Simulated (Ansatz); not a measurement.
Zr3B

Input

```
crystal:
  lattice:
    - [5.2689427734, 0.0, 0.0]
    - [0.0, 5.2689427734, 0.0]
    - [0.0, 0.0, 5.2689427734]
  atoms:
    - { symbol: Zr, position: [0.25, 0.0, 0.5] }
    - { symbol: Zr, position: [0.5, 0.75, 0.0] }
    - { symbol: Zr, position: [0.75, 0.0, 0.5] }
    - { symbol: Zr, position: [0.5, 0.25, 0.0] }
    - { symbol: Zr, position: [0.0, 0.5, 0.75] }
    - { symbol: Zr, position: [0.0, 0.5, 0.25] }
    - { symbol: B, position: [0.0, 0.0, 0.0] }
    - { symbol: B, position: [0.5, 0.5, 0.5] }
basis:
  ecutwfc: 420
kpoints:
  mp_grid: { grid: [8, 8, 8] }
hamiltonian:
  xc: pbe
scf:
  occupations: { method: gaussian, width: 0.1 }
output:
  forces: true
  stress: true
  eigenvalues: true
  write_density: true
  write_potential: true
  elf: true
  volumetric_format: npy
relax:
  adjacent_minimum: "off"
  f_tol: 0.01
  max_steps: 80
  cell: { stress_tol: 0.05 }
```

Launched as:

```sh
ansatz run input.yaml --threads 1 --pin off --max-ram 2560MiB --backend cpu --events-out ev --progress --plain --runs-dir out
```

Below, planes, directions and counts refer to the conventional cell (a = 5.27 Å, b = 5.27 Å, c = 5.27 Å, α = 90.00°, β = 90.00°, γ = 90.00°).

The fields are those of the relaxed geometry.

Space group Pm-3n; a structure generated by program, which may or may not match a known phase.

Level of theory: Ansatz 0.2.0, DFT PBE, scalar-relativistic, plane waves, PAW.

**What will maps of the valence pseudo-density and electron localisation function show?**

Zr–Zr (2.64 Å): the density is about 0.4 e/Å³ at the midpoint; the ELF is about 0.25 at the midpoint: no shared electron pair shows on this line.
Zr–B (2.95 Å): ρ is about 0.18 e/Å³ halfway; the ELF peaks at about 0.75 in the valence shell of B, 0.9 Å from its nucleus, and drops to about 0.10 between the two atoms.

**Does the calculation make it a metal, or give it a gap?**

It is metallic or semimetallic at this level of theory: no gap opens.

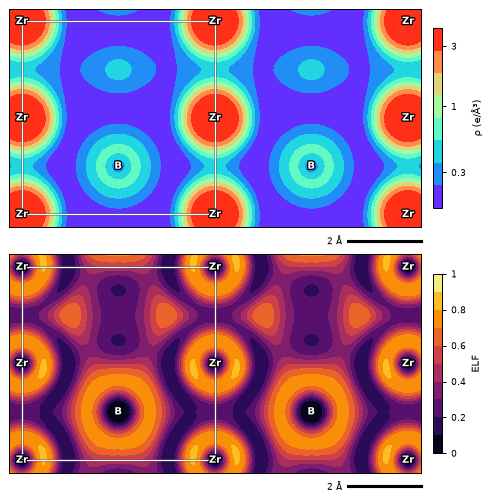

Computed valence pseudo-density and electron localisation function on the (001) plane of the conventional cell, in this order. 
